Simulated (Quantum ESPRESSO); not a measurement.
# CaO (Lime): zone-centre phonons, part 2 of 5

Aim: the zone-centre modes of CaO (Lime).

Quantum ESPRESSO 7.5; DFT PBE, scalar-relativistic, plane waves, GBRV ultrasoft pseudopotentials.

So far. Step 2 (A probe with smearing): A gap of 3.7 eV opens on this mesh, so the crystal is taken as an insulator; the start stands at 1.2 GPa. Step 4 (Ground state): The cell stands at -0.096 GPa, close enough for phonons.

**5. Zone-centre response**

At q = 0 one unit cell holds all displacements; symmetry groups them into irreducible representations that are solved one by one. The response to a field gives ε∞ and the Born charges, which polar modes need.

File ph.in:

```
phonons
&INPUTPH
  prefix = 'x'
  outdir = './tmp'
  fildyn = 'g.dyn'
  tr2_ph = 1.0d-18
  epsil  = .true.
/
0.000000000000 0.000000000000 0.000000000000
```

Started as:

```sh
$ OMP_NUM_THREADS=1 mpirun -n 4 ph.x -nk 4 -in ph.in > ph.out
```

The program printed:

```text
[banners, grids, parts of the stress and lines that vanish by symmetry left out]
[banner, memory and clock lines left out]
Program PHONON v.7.5

     ./tmp/x.save/

     IMPORTANT: XC functional enforced from input :
     Exchange-correlation= PBE
                           (   1   4   3   4   0   0   0)
     Any further DFT definition will be discarded
     Please, verify this is what you really want

     G-vector sticks info

     Check: negative core charge=   -0.000002
     Reading collected, re-writing distributed wavefunctions in ./tmp/

     Number and degeneracy of irreps per q-point
       N         xq(1)         xq(2)         xq(3)   N irreps
       1   0.000000000   0.000000000   0.000000000       2
        3   3

     Calculation of q =    0.0000000   0.0000000   0.0000000

     phonons

     bravais-lattice index     =            2
     lattice parameter (alat)  =       9.1307  a.u.
     unit-cell volume          =     190.3090 (a.u.)^3
     number of atoms/cell      =            2
     number of atomic types    =            2
     kinetic-energy cut-off    =      55.0000  Ry
     charge density cut-off    =     440.0000  Ry
     convergence threshold     =      1.0E-18
     beta                      =       0.7000
     number of iterations used =            4
     Exchange-correlation= PBE
                           (   1   4   3   4   0   0   0)

     celldm(1)=    9.13075  celldm(2)=    0.00000  celldm(3)=    0.00000
     celldm(4)=    0.00000  celldm(5)=    0.00000  celldm(6)=    0.00000

     crystal axes: (cart. coord. in units of alat)
               a(1) = ( -0.5000  0.0000  0.5000 )
               a(2) = (  0.0000  0.5000  0.5000 )
               a(3) = ( -0.5000  0.5000  0.0000 )

     reciprocal axes: (cart. coord. in units 2 pi/alat)
               b(1) = ( -1.0000 -1.0000  1.0000 )
               b(2) = (  1.0000  1.0000  1.0000 )
               b(3) = ( -1.0000  1.0000 -1.0000 )

     Atoms inside the unit cell:

     Cartesian axes

     site n.  atom      mass           positions (alat units)
        1  Ca     40.0780   tau(    1) = (    0.00000    0.00000    0.00000  )
        2  O      15.9990   tau(    2) = (   -0.50000    0.50000    0.50000  )

     Computing dynamical matrix for
                    q = (   0.0000000   0.0000000   0.0000000 )

     49 Sym.Ops. (with q -> -q+G )

     G cutoff =  929.1926  (  29627 G-vectors)     FFT grid: ( 45, 45, 45)
     G cutoff =  464.5963  (  10489 G-vectors)  smooth grid: ( 32, 32, 32)
     number of k points=    29
                       cart. coord. in units 2pi/alat
        k(    1) = (   0.0000000   0.0000000   0.0000000), wk =   0.0039062
        k(    2) = (  -0.1250000   0.1250000  -0.1250000), wk =   0.0312500
        k(    3) = (  -0.2500000   0.2500000  -0.2500000), wk =   0.0312500
        [... further k-points left out ...]

     PseudoPot. # 1 for Ca read from file:
     ./pseudo/Ca.upf
     Pseudo is Ultrasoft + core correction, Zval = 10.0
     Using radial grid of  845 points,  6 beta functions with:
                l(1) =   0
                l(2) =   0
                l(3) =   1
                l(4) =   1
                l(5) =   2
                l(6) =   2
     Q(r) pseudized with  8 coefficients,  rinner =    1.500   1.500   1.500
                                                       1.500   1.500

     PseudoPot. # 2 for O  read from file:
     ./pseudo/O.upf
     Pseudo is Ultrasoft + core correction, Zval =  6.0
     Using radial grid of  737 points,  5 beta functions with:
                l(1) =   0
                l(2) =   0
                l(3) =   1
                l(4) =   1
                l(5) =   2
     Q(r) pseudized with  8 coefficients,  rinner =    0.900   0.900   0.900
                                                       0.900   0.900

     Mode symmetry, O_h (m-3m)  point group:

     Electric field:
     Dielectric constant
     Born effective charges as d Force / d E

     Atomic displacements:
     There are    2 irreducible representations

     Representation     1      3 modes -  To be done

     Representation     2      3 modes -  To be done

     Alpha used in Ewald sum =   2.8000

     Electric Fields Calculation

      iter #   1   av.it.:   5.6
      thresh= 1.000E-02 alpha_mix =  0.700 |ddv_scf|^2 =  1.430E-08

      iter #   2   av.it.:  11.0
      thresh= 1.196E-05 alpha_mix =  0.700 |ddv_scf|^2 =  1.441E-09

      iter #   3   av.it.:  10.7
      thresh= 3.796E-06 alpha_mix =  0.700 |ddv_scf|^2 =  1.701E-10

      iter #   4   av.it.:  10.4
      thresh= 1.304E-06 alpha_mix =  0.700 |ddv_scf|^2 =  3.958E-12

      iter #   5   av.it.:  10.1
      thresh= 1.989E-07 alpha_mix =  0.700 |ddv_scf|^2 =  3.600E-14

      iter #   6   av.it.:  10.6
      thresh= 1.897E-08 alpha_mix =  0.700 |ddv_scf|^2 =  2.907E-16

      iter #   7   av.it.:  10.2
      thresh= 1.705E-09 alpha_mix =  0.700 |ddv_scf|^2 =  2.469E-17

      iter #   8   av.it.:  10.6
      thresh= 4.969E-10 alpha_mix =  0.700 |ddv_scf|^2 =  9.165E-20

     End of electric fields calculation

          Dielectric constant in cartesian axis

          (       3.776211004       0.000000000       0.000000000 )
          (       0.000000000       3.776211004      -0.000000000 )
          (       0.000000000       0.000000000       3.776211004 )

          Effective charges (d Force / dE) in cartesian axis without acoustic sum rule applied (asr)

           atom    1  Ca    Mean Z*:        2.35249
      Ex  (        2.35249       -0.00000       -0.00000 )
      Ey  (       -0.00000        2.35249        0.00000 )
      Ez  (       -0.00000        0.00000        2.35249 )
           atom    2  O     Mean Z*:       -2.35113
      Ex  (       -2.35113        0.00000       -0.00000 )
      Ey  (        0.00000       -2.35113        0.00000 )
      Ez  (       -0.00000        0.00000       -2.35113 )

          Effective charges Sum: Mean:        0.00136
              0.00136        0.00000       -0.00000
              0.00000        0.00136        0.00000
             -0.00000        0.00000        0.00136

          Effective charges (d Force / dE) in cartesian axis with asr applied:
           atom    1  Ca    Mean Z*:        2.35181
      E*x (        2.35181       -0.00000       -0.00000 )
      E*y (       -0.00000        2.35181        0.00000 )
      E*z (       -0.00000        0.00000        2.35181 )
           atom    2  O     Mean Z*:       -2.35181
      E*x (       -2.35181        0.00000        0.00000 )
      E*y (        0.00000       -2.35181       -0.00000 )
      E*z (        0.00000       -0.00000       -2.35181 )

     Representation #   1 modes #   1   2   3

     Self-consistent Calculation

      iter #   1   av.it.:   5.9
      thresh= 1.000E-02 alpha_mix =  0.700 |ddv_scf|^2 =  5.047E-07

      iter #   2   av.it.:  10.9
      thresh= 7.104E-05 alpha_mix =  0.700 |ddv_scf|^2 =  7.161E-09

      iter #   3   av.it.:  11.3
      thresh= 8.462E-06 alpha_mix =  0.700 |ddv_scf|^2 =  2.415E-10

      iter #   4   av.it.:  11.2
      thresh= 1.554E-06 alpha_mix =  0.700 |ddv_scf|^2 =  3.915E-12

      iter #   5   av.it.:  10.6
      thresh= 1.979E-07 alpha_mix =  0.700 |ddv_scf|^2 =  1.253E-14

      iter #   6   av.it.:  11.1
      thresh= 1.119E-08 alpha_mix =  0.700 |ddv_scf|^2 =  2.635E-16

[...]
End of self-consistent calculation

     Convergence has been achieved

     Representation #   2 modes #   4   5   6

     Self-consistent Calculation

[...]
iter #   2   av.it.:  11.0
      thresh= 9.556E-05 alpha_mix =  0.700 |ddv_scf|^2 =  8.631E-08

      iter #   3   av.it.:  11.2
      thresh= 2.938E-05 alpha_mix =  0.700 |ddv_scf|^2 =  6.113E-10

      iter #   4   av.it.:  10.7
      thresh= 2.472E-06 alpha_mix =  0.700 |ddv_scf|^2 =  1.435E-12

      iter #   5   av.it.:  10.7
      thresh= 1.198E-07 alpha_mix =  0.700 |ddv_scf|^2 =  2.648E-14

      iter #   6   av.it.:  10.5
      thresh= 1.627E-08 alpha_mix =  0.700 |ddv_scf|^2 =  6.488E-16

      iter #   7   av.it.:  11.1
      thresh= 2.547E-09 alpha_mix =  0.700 |ddv_scf|^2 =  1.067E-17

      iter #   8   av.it.:  11.1
      thresh= 3.267E-10 alpha_mix =  0.700 |ddv_scf|^2 =  2.493E-19

     End of self-consistent calculation

     Convergence has been achieved

     Number of q in the star =    1
     List of q in the star:
          1   0.000000000   0.000000000   0.000000000

          Dielectric constant in cartesian axis

          (       3.776211004       0.000000000       0.000000000 )
          (       0.000000000       3.776211004      -0.000000000 )
          (       0.000000000       0.000000000       3.776211004 )

          Effective charges (d Force / dE) in cartesian axis without acoustic sum rule applied (asr)

           atom    1  Ca    Mean Z*:        2.35249
      Ex  (        2.35249       -0.00000       -0.00000 )
      Ey  (       -0.00000        2.35249        0.00000 )
      Ez  (       -0.00000        0.00000        2.35249 )
           atom    2  O     Mean Z*:       -2.35113
      Ex  (       -2.35113        0.00000       -0.00000 )
      Ey  (        0.00000       -2.35113        0.00000 )
      Ez  (       -0.00000        0.00000       -2.35113 )

          Effective charges Sum: Mean:        0.00136
              0.00136        0.00000       -0.00000
              0.00000        0.00136        0.00000
             -0.00000        0.00000        0.00136

          Effective charges (d Force / dE) in cartesian axis with asr applied:
           atom    1  Ca    Mean Z*:        2.35181
      E*x (        2.35181       -0.00000       -0.00000 )
      E*y (       -0.00000        2.35181        0.00000 )
      E*z (       -0.00000        0.00000        2.35181 )
           atom    2  O     Mean Z*:       -2.35181
      E*x (       -2.35181        0.00000        0.00000 )
      E*y (        0.00000       -2.35181       -0.00000 )
      E*z (        0.00000       -0.00000       -2.35181 )

     Diagonalizing the dynamical matrix

     q = (    0.000000000   0.000000000   0.000000000 )

 **************************************************************************
     freq (    1) =       0.039905 [THz] =       1.331093 [cm-1]
     freq (    2) =       0.039905 [THz] =       1.331093 [cm-1]
     freq (    3) =       0.039905 [THz] =       1.331093 [cm-1]
     freq (    4) =       7.668410 [THz] =     255.790637 [cm-1]
     freq (    5) =       7.668410 [THz] =     255.790637 [cm-1]
     freq (    6) =       7.668410 [THz] =     255.790637 [cm-1]
 **************************************************************************

     Mode symmetry, O_h (m-3m)  point group:

     freq (   1-   3) =          1.3  [cm-1]   --> T_1u G_15  G_4- I
     freq (   4-   6) =        255.8  [cm-1]   --> T_1u G_15  G_4- I
```

Run time: 49 s. Hardware: 4 MPI ranks of Arm Neoverse V1, shared host.

Numbers from this step:

```
miss of the charge sum rule                                       : 0.001360 e
largest acoustic frequency at the zone centre before the sum rule : 1.33 cm⁻¹
highest optical zone-centre mode (no LO-TO term)                  : 255.8 cm⁻¹
lowest optical zone-centre mode                                   : 255.8 cm⁻¹
mean high-frequency dielectric constant                           : 3.776
largest Born charge in size (third of the trace)                  : 2.353 e
```

Born charge (rows field, columns displacement), before the sum rule (e), principal values of the symmetric part by kind of site:

| atom | atoms with these values | low | middle | high | mean |
| --- | --- | --- | --- | --- | --- |
| Ca1 | 1 | 2.35 | 2.35 | 2.35 | 2.35 |
| O2 | 1 | -2.35 | -2.35 | -2.35 | -2.35 |

In full for O2:

```
-2.35  0.00  0.00
 0.00 -2.35  0.00
 0.00  0.00 -2.35
```

High-frequency dielectric tensor:

```
3.78 0.00 0.00
0.00 3.78 0.00
0.00 0.00 3.78
```

The acoustic modes at Γ come out as far as 1.3 cm⁻¹ from zero, where they should vanish, a small numerical error; the Born charges miss their sum rule by 0.0014 e, which is good.

**6. Modes with the sum rule**

A rigid shift of the crystal must cost nothing, but grids and finite bases break this; the acoustic sum rule is imposed before the matrix is diagonalised again. With Born charges the intensities follow, and the static dielectric tensor.

File dynmat.in:

```
&INPUT
  fildyn = 'g.dyn'
  asr    = 'simple'
  fileig = 'dynmat.eig'
  lperm  = .true.
/
```

Started as:

```sh
$ dynmat.x -in dynmat.in > dynmat.out
```

The program printed:

```text
[banner, memory and clock lines left out]
Program DYNMAT v.7.5

     Reading Dynamical Matrix from file g.dyn
     ...Force constants read
     ...epsilon and Z* read
     A direction for q was not specified:TO-LO splitting will be absent

     Polarizability (A^3 units)
     multiply by 0.519372 for Clausius-Mossotti correction
         6.230247    0.000000    0.000000
         0.000000    6.230247    0.000000
         0.000000   -0.000000    6.230247

     IR activities are in (D/A)^2/amu units

# mode   [cm-1]    [THz]      IR
    1     -0.00   -0.0000    0.0000
    2      0.00    0.0000    0.0000
    3      0.00    0.0000    0.0000
    4    255.78    7.6680   11.1599
    5    255.78    7.6680   11.1599
    6    255.78    7.6680   11.1599

Electronic dielectric permittivity tensor (relative, adimensional)
         3.776211    0.000000    0.000000
         0.000000    3.776211    0.000000
         0.000000   -0.000000    3.776211

 ... with zone-center polar mode contributions
        16.677422    0.000000    0.000000
         0.000000   16.677422    0.000000
         0.000000    0.000000   16.677422
```

The job ended after 0.47 s (1 thread).

Numbers from this step:

```yaml
mean_static_dielectric_constant: 16.68
```

Unit eigenvectors of the mass-weighted matrix after the sum rule; no LO-TO term. The modes at Γ (shares of kinetic energy by element, %):

| mode | frequency (cm⁻¹) | symmetry | Ca % | O % |
| --- | --- | --- | --- | --- |
| 1 | 0.0 | acoustic | 71 | 29 |
| 2 | 0.0 | acoustic | 71 | 29 |
| 3 | 0.0 | acoustic | 71 | 29 |
| 4 | 255.8 | T1u | 29 | 71 |
| 5 | 255.8 | T1u | 29 | 71 |
| 6 | 255.8 | T1u | 29 | 71 |

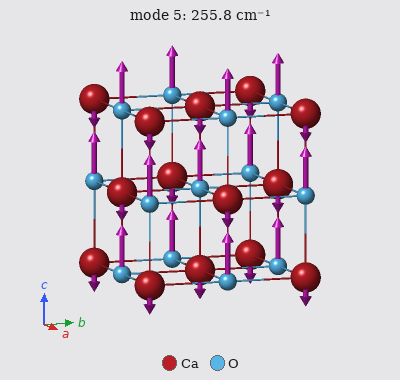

Displacement patterns of mode 5 at Γ; arrows are exaggerated. Some periodic images of atoms are drawn too.

Degenerate modes summed, no LO-TO term. Lines of the infrared spectrum (strongest = 100):

| position (cm⁻¹) | lines merged | label | IR intensity, relative |
| --- | --- | --- | --- |
| 256 | 3 | T1u | 100 |

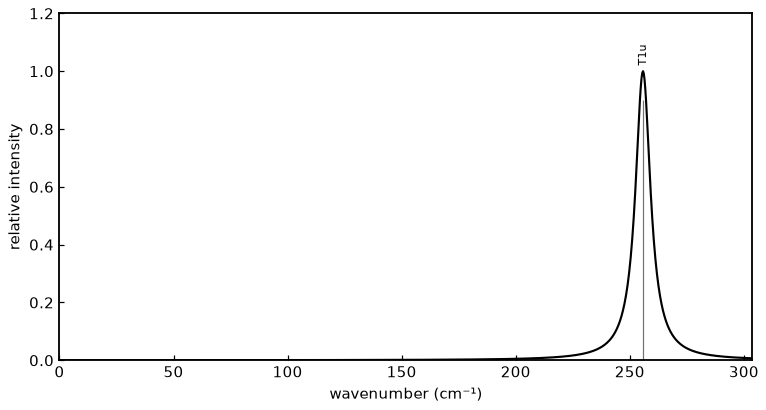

The infrared spectrum, broadened with Lorentzians of width 8 cm⁻¹; bars mark the lines.

Static dielectric tensor (ions relaxed, fixed cell):

```
16.68  0.00  0.00
 0.00 16.68  0.00
 0.00  0.00 16.68
```

The rule moves no optical mode by more than 0.1 cm⁻¹.

(Continued in part 3 of 5.)

[Host names and launcher messages were left out of these logs when they were recorded.]

[Logs are printed without paths, hosts, clocks, repeated set-up lines and the standing remarks that a program may print on its own settings, such as how far it seeks lower states.]

[Hosts, paths, dates, database ids (printed as entryN), source tags and the programs' standing remarks are cut or masked in the printed files.]
